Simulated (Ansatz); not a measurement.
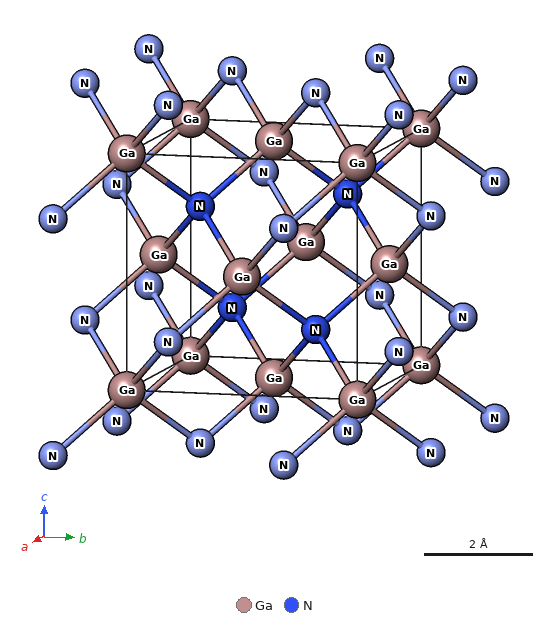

Figure 1. The structure (ball-and-stick view of the cell 4 times as large as that of the calculation, set on its symmetry axes, seen slightly off an axis; neighbours outside the cell are drawn fainter). Near neighbours in the crystal (not all of them lie inside the picture): Ga has 4 N at 1.93 Å; N has 4 Ga at 1.93 Å.

Single-point calculation of GaN

The run: single-point calculation of GaN (F-43m, 2 atoms in the cell). Method and program: DFT, LDA, all-electron LAPW, scalar-relativistic; levels and slopes on a fine mesh, no spin polarisation (Ansatz 0.2.0).

The structure derives from a Materials Project entry.

**What the program printed**
```
LAPW: plane waves up to 10.653 Å⁻¹, error target 1.0e-3 eV per atom; small_component_spin mean_spin; N in spheres of 0.846 Å, 7 of its electrons in bands, Dirac shells []; Ga in spheres of 1.083 Å, 21 of its electrons in bands, Dirac shells [] (how accurate: hamiltonian.pseudopotentials.lapw.basis_error, Limitations)
Engine: ansatz 0.2.0, x86_64-unknown-linux-gnu
Pseudopotentials: kind: all_electron
Pseudopotential: Ga, LAPW, valence charge 21, lapw/all_electron/scalar/gaussian/Ga, Koelling and Harmon's equation, gaussian nucleus
Pseudopotential: N, LAPW, valence charge 7, lapw/all_electron/scalar/gaussian/N, Koelling and Harmon's equation, gaussian nucleus
Functional definition: SPW92
  exchange = slater_x
  correlation = pw_c
davidson cushion auto → on  (no smearing: the cushion is to keep the highest requested band from converging to the state above it; pin scf.eigensolver.cushion to override)
Crystal: 2 atoms, lattice volume = 22.111 Å³
Basis set: ecut = 432.35427173562937 eV, 459 PW (Γ), exchange–correlation at level 2
Bands: 18, of which v1, the nominal top of the filled ones, is band 14 counted from 1 (13 counted from 0)
Symmetry: 24 space group operations
Space group: F-43m (ITA 216), of the structure as read, at distance tolerance 2.8e-5 Å
k-points: 47 of 1000 (time reversal used)
Non-local potential: Ga, projectors of the file, none
Non-local potential: N, projectors of the file, none
Initial density: superposition of atomic densities (chi_scale 0.1, normalization cell, long waves kept (reshape's long-wave potential 0.00 eV rms))
Initial wavefunctions: plane waves of lowest kinetic energy (no species holds an atomic orbital)
Functional: x = slater, c = lda
iter 1 solved again at ethr=1.85e-2 eV; its pass at ethr=1.00e-1 eV (dr2=5.18e0 eV) is discarded
SCF iter   1: F=—  HF=-54307.238079 eV  |F-HF|=—  |Δ(HF+E_count)|=         —  Δρ=1.38e-1  dr2=5.18e0  ethr=1.85e-2  ⟨swp⟩=2.0  Hψ=5525  notcnv=0
preconditioner: auto → none  [insulator: Δε(μ)=3.470 eV  Ē_g=18.534 eV  n_scr=14 (ndim 8)  ℏωp=33.5 eV  f_vac=0.000  ε∞_Penn≈4.3]
SCF iter   2: F=—  HF=-54305.708919 eV  |F-HF|=—  |Δ(HF+E_count)|=    1.53e0  Δρ=6.04e-2  dr2=6.79e-1  ethr=1.85e-2  ⟨swp⟩=3.0  Hψ=2675  notcnv=0
iter 3 solved again at ethr=1.32e-4 eV; its pass at ethr=2.42e-3 eV (dr2=3.70e-2 eV) is discarded
SCF iter   3: F=—  HF=-54305.208892 eV  |F-HF|=—  |Δ(HF+E_count)|=   5.00e-1  Δρ=1.48e-2  dr2=3.70e-2  ethr=1.32e-4  ⟨swp⟩=2.0  Hψ=4612  notcnv=0
SCF iter   4: F=—  HF=-54305.196645 eV  |F-HF|=—  |Δ(HF+E_count)|=         —  Δρ=2.44e-3  dr2=1.29e-3  ethr=1.32e-4  ⟨swp⟩=2.0  Hψ=2538  notcnv=0
the basis was enlarged: its passes take 132.6 KiB over the memory plan, 1 of 1 planned eigensolver slots
SCF iter   5: F=—  HF=-54305.191622 eV  |F-HF|=—  |Δ(HF+E_count)|=   5.02e-3  Δρ=4.35e-4  dr2=4.33e-5  ethr=4.60e-6  ⟨swp⟩=3.0  Hψ=2797  notcnv=0
SCF iter   6: F=—  HF=-54305.191552 eV  |F-HF|=—  |Δ(HF+E_count)|=   7.05e-5  Δρ=1.63e-4  dr2=2.14e-6  ethr=1.55e-7  ⟨swp⟩=3.0  Hψ=2687  notcnv=0
SCF iter   7: F=—  HF=-54305.191552 eV  |F-HF|=—  |Δ(HF+E_count)|=   1.86e-7  Δρ=1.69e-5  dr2=2.48e-8  ethr=7.65e-9  ⟨swp⟩=2.7  Hψ=2578  notcnv=0
SCF iter   8: F=—  HF=-54305.191552 eV  |F-HF|=—  |Δ(HF+E_count)|=   2.33e-9  Δρ=1.08e-6  dr2=1.31e-10  ethr=8.85e-11  ⟨swp⟩=2.9  Hψ=2656  notcnv=0
SCF iter   9: F=-54305.191552 eV  HF=-54305.191552 eV  |F-HF|=5.09e-11  |Δ(HF+E_count)|=  1.46e-10  Δρ=4.72e-8  dr2=2.88e-13  ethr=4.32e-12 (applied; sched 1.00e-12)  ⟨swp⟩=2.0  Hψ=2538  notcnv=0
SCF 1 converged in 9 iterations: F = -54305.191552 eV  dr2 = 2.88e-13
```

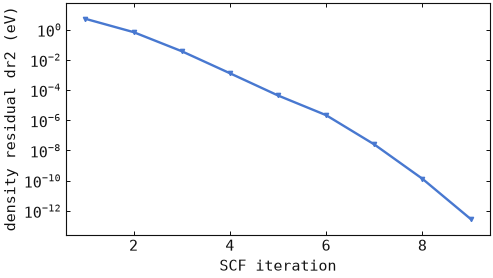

Figure 2. Convergence of the self-consistent field: density residual dr2 against the SCF iteration. The residual falls at every step.

```
NSCF: frozen V_eff on 145 k-points
SCF converged after 9 iterations
Free energy (F): -54305.191552 eV
Harris-Foulkes:  -54305.191552 eV  (|F-HF|=5.09e-11)
Internal energy: -54305.191552 eV  (E = F + TS)
E sigma→0 (E₀):  -54305.191552 eV
Fermi energy:    11.637199 eV
--- Per-component energies (eV) ---
  E_band       = -1435.701472
  E_kinetic    = 55316.128811
  E_xc         = -2161.283182
  E_electrostatic = -107460.037180  (all electrons and nuclei)
  E_smearing   = -0.000000  (= −TS)
  E_closure    = 0.000000  (closes the sum)
  E_atoms      = -54291.222376  (free atoms, spherical and without spin; not in F)
  Σ components = -54305.191552   (vs F -54305.191552, Δ=0.00e0)
  Basis errors (estimates in eV, not in F): energy 4.5e-4 per atom: plane waves 4.2e-4 (2.5e-4 summed), levels above the bands 0.0e0, relativity 6.6e-9, radial functions 3.1e-5, core shells 1.3e-9; eigenvalues (radial functions only) 1.1e-5; not estimated: angular momenta, meshes, grids; target (lapw.basis_error) 1.0e-3; muffin-tin radii N 0.846 Å, Ga 1.083 Å
--- Forces (eV/Å), atoms counted from 1 ---
  atom   1  Ga     0.00000000    -0.00000000     0.00000000
  atom   2  N     -0.00000000    -0.00000000    -0.00000000
  max |Σ_I F_I| component: 1.85e-17 eV/Å
--- Stress (GPa, compression-positive) ---
        0.201200       0.000000       0.000000
        0.000000       0.201200       0.000000
        0.000000       0.000000       0.201200
  P = ⅓ Tr σ = 0.2012 GPa (2.012 kbar)
--- Band table (eV; the first three rows and the last of 47) ---
  k-point 0: bands = ["-360.1019", "-129.5320", "-80.7669", "-80.7669", "-80.7669", "-4.4729", "-1.9875", "-1.9875", "-1.9875", "-1.6360", "-1.6360", "11.6372", "11.6372", "11.6372", "13.5993", "21.9672", "21.9672", "21.9672"]
  k-point 1: bands = ["-360.1019", "-129.5319", "-80.7671", "-80.7670", "-80.7670", "-4.3149", "-1.9593", "-1.9593", "-1.9532", "-1.6475", "-1.6280", "10.5822", "11.3022", "11.3022", "14.6743", "21.1227", "22.3064", "22.3064"]
  k-point 2: bands = ["-360.1019", "-129.5319", "-80.7675", "-80.7672", "-80.7672", "-3.9268", "-1.8820", "-1.8820", "-1.8385", "-1.6142", "-1.6069", "9.0004", "10.5092", "10.5092", "16.0176", "19.6289", "23.1729", "23.1729"]
  k-point 46: bands = ["-360.1019", "-129.5318", "-80.7683", "-80.7681", "-80.7676", "-3.3484", "-1.8429", "-1.7883", "-1.6434", "-1.6198", "0.4578", "5.6115", "7.4513", "8.5539", "17.9255", "19.8707", "21.6937", "23.3778"]
--- Fermi surface from the table of eigenstates not read: on its mesh, or on one of the eight of every second point, the electrons fill whole bands (an insulator's do; a metal wants a denser output.eigenstates.nscf_kmesh) ---
```

The run was set up as follows.

**The input**
```yaml
crystal:
  lattice:
    - [2.22770449915, 2.22770449915, 0.0]
    - [-2.22770449915, 2.22770449915, 0.0]
    - [0.0, 2.22770449915, 2.22770449915]
  atoms:
    - { symbol: Ga, position: [0.0, 0.0, 0.0] }
    - { symbol: "N", position: [0.25, 0.75, 0.5] }
kpoints:
  mp_grid: { grid: [10, 10, 10] }
scf:
  occupations: { method: fixed }
hamiltonian:
  xc: lda
  pseudopotentials: { kind: all_electron, lapw: { basis_error: 0.001 } }
output:
  forces: true
  stress: true
  eigenvalues: true
  eigenstates:
    nscf_kmesh: { grid: [16, 16, 16] }
    de_dk: true
    e_range: [-9, 11.95503389981]
checkpoint:
  write: ck
  write_wavefunctions: false
```

Command:
```bash
ansatz run input.yaml --threads 1 --pin off --max-ram 3072MiB --backend cpu --events-out ev --progress --plain --runs-dir out
```

**Summary**

| quantity | value |
| --- | --- |
| outcome | converged |
| space group (tolerance 0.01 Å) | F-43m (216) |
| electrons in bands (core shells apart) | 28 |
| free energy | −54305.1916 eV |
| Fermi energy | 11.637 eV |
| gap on the k-point mesh | 1.96 eV |
| pressure | 0.20 GPa |
| largest force (length of the vector) | under 0.001 eV/Å |
| hardware | 1 thread of Intel Xeon (Sapphire Rapids), 64 GiB of memory available, shared host |
| wall time | 37 s |
| peak memory | 0.35 GiB |
